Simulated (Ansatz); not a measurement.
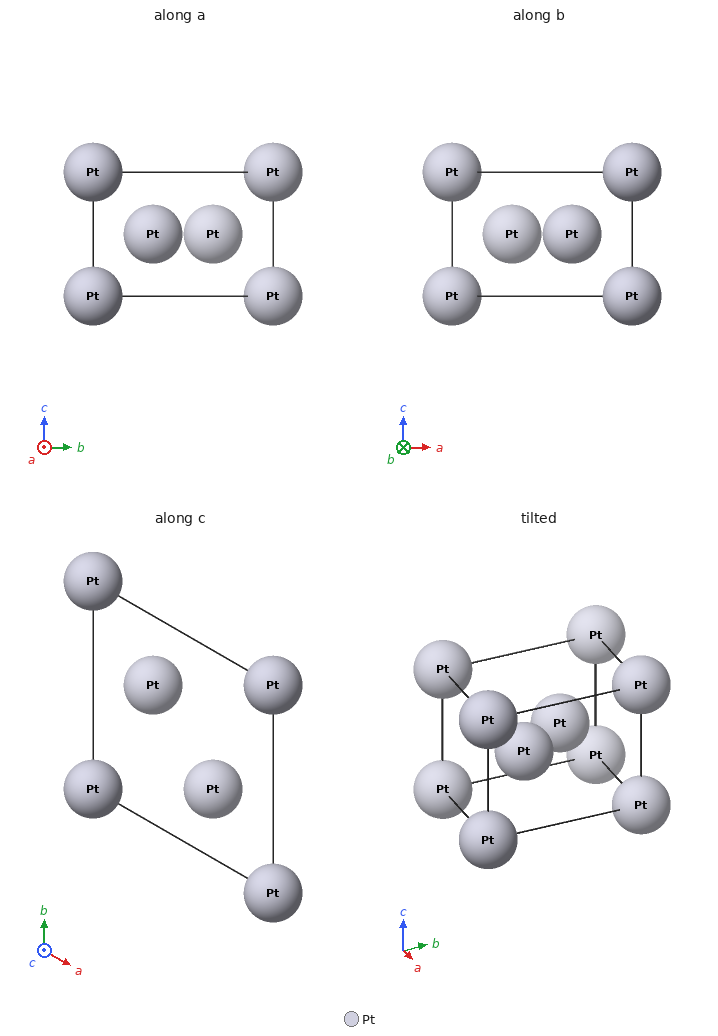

We look at a spheres-only model of the crystal along the a axis, along the b axis, along the c axis and slightly off an axis. The box is the conventional unit cell; atoms on or close to its faces, edges and corners are drawn wherever they repeat.

Lattice parameters: a = 4.5529 Å, b = 4.5529 Å, c = 2.7146 Å, α = 90.000°, β = 90.000°, γ = 120.000°.

Q: From the views, write a CIF in P1 with every atom of the cell.

A:
```cif
data_structure
_symmetry_space_group_name_H-M 'P 1'
_symmetry_Int_Tables_number 1
_cell_length_a 4.5529
_cell_length_b 4.5529
_cell_length_c 2.7146
_cell_angle_alpha 90.000
_cell_angle_beta 90.000
_cell_angle_gamma 120.000
_cell_volume 48.73
loop_
_atom_site_label
_atom_site_type_symbol
_atom_site_fract_x
_atom_site_fract_y
_atom_site_fract_z
_atom_site_occupancy
Pt1 Pt 0.0000 0.0000 0.0000 1
Pt2 Pt 0.3333 0.6667 0.5000 1
Pt3 Pt 0.6667 0.3333 0.5000 1
```

The structure comes from a structure type filled with this element by a generator (whether the element takes this form wasn't checked). Earlier steps of the study may have refined or changed the cell and positions. Ansatz was used for an electronic-structure calculation on it.
